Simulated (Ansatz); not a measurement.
## Geometry relaxation, with input and output: CuO (part 1 of 4)

System: CuO (P222, 16 atoms in the cell).
Method: DFT PBE+U, scalar-relativistic, plane waves, PAW, Ueff = 4 eV on Cu d, spin-polarised (Ansatz 0.2.0).

The structure derives from an entry of the Crystallography Open Database. Figures and captions count atoms from 1; the log counts them from 0 in places.

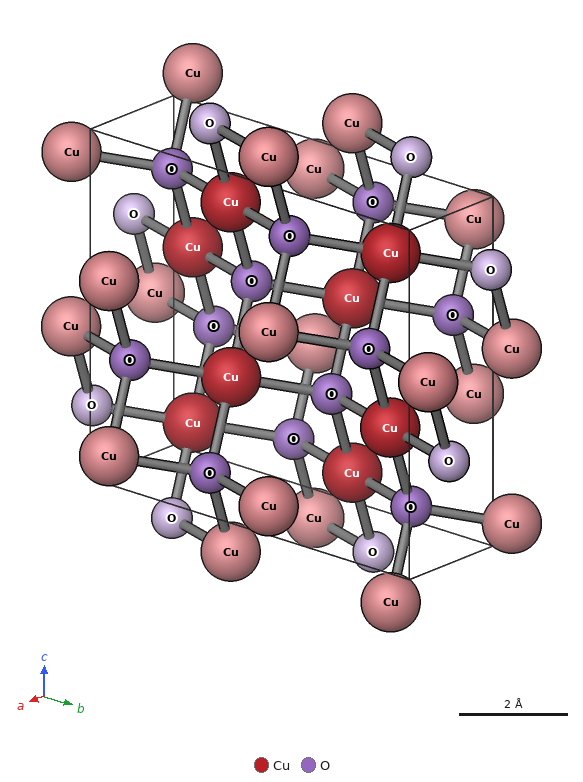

**Figure 1.** The starting structure (ball-and-stick view of the cell of the calculation, seen slightly off an axis; neighbours outside the cell are drawn fainter). Near neighbours in the crystal (not all of them lie inside the picture): Cu has 4 O at 1.94 to 1.95 Å; O has 4 Cu at 1.94 to 1.95 Å.

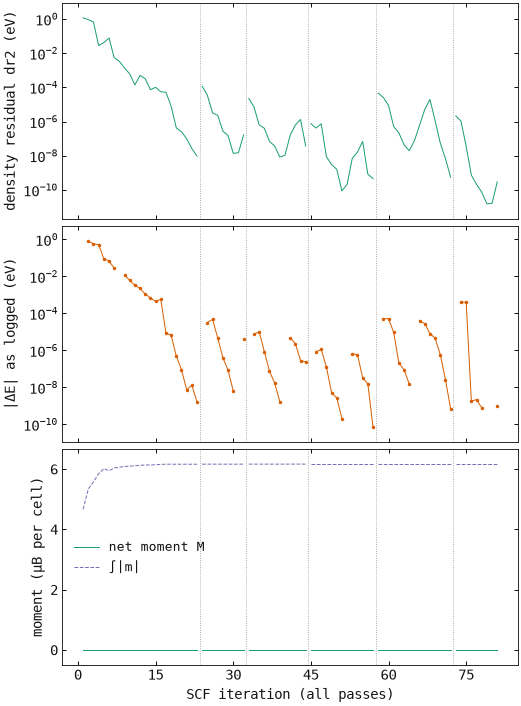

**Figure 2.** Convergence of the self-consistent field: density residual dr2, size of the energy change and magnetic moment against the SCF iteration. The dotted lines part the SCF passes of the relaxation: geometry steps, rejected trials and re-solves on a re-selected basis. The 6 passes take 9 to 23 iterations each, 81 in all. The net moment stays at 0.0 μB per cell.

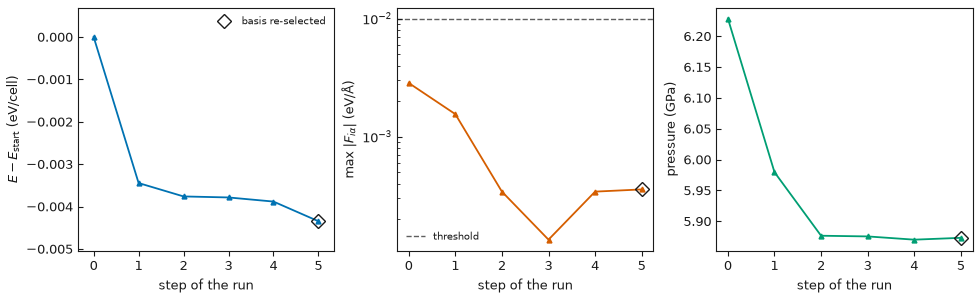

**Figure 3.** Progress of the relaxation, step by step (the first geometry is step 0 here and step 1 in the log).

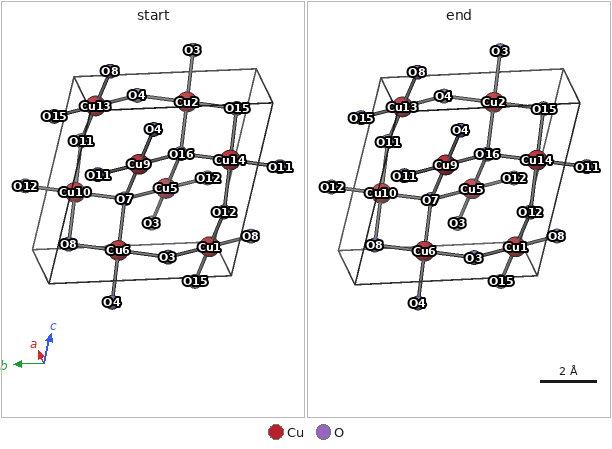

**Figure 4.** Before (left) and after (right) the relaxation, at one scale (ball-and-stick view of the cell of the calculation, with bonded neighbours outside it, seen at an oblique angle). No atom moves by more than 0.005 Å relative to the cell. The drawn cell changes at constant volume: a 4.110 → 4.119 Å (+0.2 %), b 6.589 → 6.591 Å (0.0 %), c 6.589 → 6.592 Å (0.0 %), α 103.2° → 103.9°. The space group stays P222 (No. 16). Over 4 geometry steps the energy falls by 3.9 meV per cell of the calculation. The largest force component goes from 0.0028 to 0.00036 eV/Å. Pressure: 6.23 GPa at the start and 5.87 GPa at the end. A last SCF at the same geometry on a re-selected plane-wave basis shifts the energy by −0.5 meV per cell of the calculation. (Atoms are counted from 1 in the order of the input.)

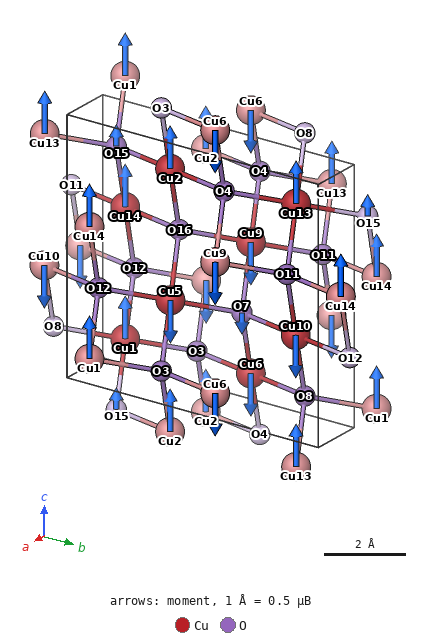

**Figure 5.** Magnetic moments of the sites as blue arrows (ball-and-stick view of the cell of the calculation, seen slightly off an axis; neighbours outside the cell are drawn fainter; atoms are numbered from 1 in the order of the input); small moments hardly show. The run is collinear, so the axis drawn is arbitrary. Site moments: Cu1, Cu2, Cu13, Cu14 (0.55 μB); Cu5, Cu6, Cu9, Cu10 (−0.55 μB); O7 (−0.28 μB); O15 (0.28 μB). They are counted near the atoms and needn't add up to the moment of the cell.

The input that produced these results follows, with the program's output.

## The input
```yaml
crystal:
  lattice:
    - [0.0, 4.1096069867, 0.0]
    - [3.6731813564, 0.0, 5.4703646786]
    - [4.489056282, 0.0, -4.8236512259]
  atoms:
    - { symbol: Cu, position: [0.2509927378, 0.125026574, 0.1243047844], spin: 0.6 }
    - { symbol: Cu, position: [-0.2509926119, 0.3743048307, -0.1249733752], spin: 0.6 }
    - { symbol: O, position: [-8.0689e-06, 0.3749999913, 0.1249999901] }
    - { symbol: O, position: [7.1759e-06, 0.625, -0.125] }
    - { symbol: Cu, position: [0.7490073697, 0.3756951537, 0.3749733482], spin: -0.6 }
    - { symbol: Cu, position: [0.2509927511, 0.6249734001, 0.1256952005], spin: -0.6 }
    - { symbol: O, position: [0.4999926531, 0.625, 0.375] }
    - { symbol: O, position: [0.5000079773, 0.8749999901, 0.125000007] }
    - { symbol: Cu, position: [0.2509927511, 0.6250265999, 0.6243047995], spin: -0.6 }
    - { symbol: Cu, position: [-0.2509926303, 0.8743048463, 0.3750266518], spin: -0.6 }
    - { symbol: O, position: [-8.0689e-06, 0.8750000087, 0.6250000099] }
    - { symbol: O, position: [7.2014e-06, 1.125, 0.375] }
    - { symbol: Cu, position: [0.7490073881, 0.8756951693, 0.8749733752], spin: 0.6 }
    - { symbol: Cu, position: [0.2509927378, 1.124973426, 0.6256952156], spin: 0.6 }
    - { symbol: O, position: [0.4999926594, 1.125, 0.875] }
    - { symbol: O, position: [0.5000079773, 1.3750000099, 0.624999993] }
basis:
  ecutwfc: 420
  ecutrho_ratio: 4
kpoints:
  mp_grid: { grid: [8, 6, 6] }
hamiltonian:
  xc: pbe
  hubbard:
    sites:
      - { species: Cu, l: d, u_eff: 4.0, starting_ns: start.occupation_matrices }
    ns_hold: { iters: 6 }
scf:
  occupations: { method: gaussian, width: 0.05 }
  lower_state_search: "off"
output:
  forces: true
  stress: true
  eigenvalues: true
  populations: true
magnetization:
  spin_polarized: true
relax:
  f_tol: 0.01
  max_steps: 40
  cell: { stress_tol: 0.1, fix: [volume] }
```

Launched with:
```bash
ansatz run input.yaml --threads 8 --pin off --max-ram 22528MiB --backend cpu --events-out ev --progress --plain --runs-dir out
```

## What the program printed
```
Warning: 2 symmetry operations that the atoms keep within the bar at which the run's group was sought (crystal.symmetry.tolerance 1.0e-5, or twice it) were not taken beside the 2 unitary ones that the detection took (of a slab, those that keep its plane). If the more symmetric cell is meant, write the vectors of crystal.lattice to more decimals, or, with the positions in fractional coordinates, give it by lengths and angles (which lays the cell in the standard orientation, to which the deck's other Cartesian keys then refer), with the lengths that are meant to be equal typed equal, the angles likewise, and each angle that the symmetry fixes typed at its exact value (of a frozen-density pass: in the run whose state it reads). The detection then takes those 2 too, where the atoms keep them as a group. The lattice (crystal.lattice as typed, or as saved on a frozen-density pass laid at its state's geometry) misses each of them by more than the tolerance, the farthest off changing a squared length by the fraction 4.9e-5. The run does not impose them: its cell is that one, or, where this deck is also told that its lattice was moved onto its group, that cell laid onto the operations that were taken. If the cell is strained on purpose, what lies past the tolerance is rightly left out.
Cu: projections on atomic orbitals take those of the free atom [Ne] 3s2 3p6 3d10 4s1, of charge +0.00 (hamiltonian.pseudopotentials.projection_atoms); the dataset's partial waves leave at most 2.0e-6 of an orbital's norm unspanned inside its sphere
O: projections on atomic orbitals take those of the free atom [He] 2s2 2p4, of charge +0.00 (hamiltonian.pseudopotentials.projection_atoms); the dataset's partial waves leave at most 1.9e-8 of an orbital's norm unspanned inside its sphere
hamiltonian.hubbard.sites[].starting_ns: atoms 0, 1, 4, 5, 8, 9, 12, 13 take their starting occupation matrices from start.occupation_matrices, whose run converged (SHA-256 )
Engine: ansatz 0.2.0, aarch64-unknown-linux-gnu
Pseudopotentials: kind: paw
Pseudopotential: Cu, paw, valence charge 19, recommended cutoff 420 eV (normal), Cu.paw.azcp
Pseudopotential: O, paw, valence charge 6, recommended cutoff 420 eV (normal), O.paw.azcp
Functional definition: PBE
  parameter kappa = 0.804
  parameter beta = 0.06672455060314922
  exchange = pbe_x(kappa = kappa, mu = beta*pi^2/3)
  correlation = pbe_c(beta = beta)
Crystal: 16 atoms, lattice volume = 173.733 Å³
Basis set: ecut = 420 eV, 3373 PW (Γ), exchange–correlation on 60×90×90 points (8 copies of the dense FFT grid, shifted against one another)
Bands: 123, of which v1, the nominal top of the filled ones, is band 100 counted from 1 (99 counted from 0)
Symmetry: 2 space group operations
Space group: P2 (ITA 3), of the structure as read, at distance tolerance 5.6e-5 Å
Magnetic group: BNS 3.4 (UNI 11), of the structure as read, at distance tolerance 5.6e-5 Å
k-points: 100 of 288 (time reversal used)
Non-local potential: Cu, projectors of the file, l = 0: 3, l = 1: 2, l = 2: 3, l = 3: 1
Non-local potential: O, projectors of the file, l = 0: 2, l = 1: 2, l = 2: 1
PAW form: soft (Blöchl's): semilocal exchange-correlation on the pseudo side does not see the compensation charge
PAW one-centre angular grid: Cu, 590 points (default); XC on 64 Gauss nodes
PAW one-centre angular grid: O, 110 points (default); XC on 64 Gauss nodes
Initial density: superposition of atomic densities (chi_scale 0.1, normalization cell, long waves kept (reshape's long-wave potential 0.00 eV rms))
Starting moments: Σ|m| = 4.8 μB on 8 of 16 sites
Starting magnetic order: antiferromagnet; a translation exchanges its spin sublattices: spin-degenerate at every k-point
Initial wavefunctions: pseudopotential atomic-orbital guess
Functional: x = pbe(κ = 0.804, μ = 0.2195149727645171), c = pbe(β = 0.06672455060314922)
the translation (0, 0.5, 0.5) carries every atom to within crystal.symmetry.tolerance of an atom of its element with the starting moment reversed, but both spin channels are solved: the dense FFT box has an odd point count along it
iter 1 solved again at ethr=5.75e-4 eV; its pass at ethr=3.10e-3 eV (dr2=1.15e0 eV) is discarded
```
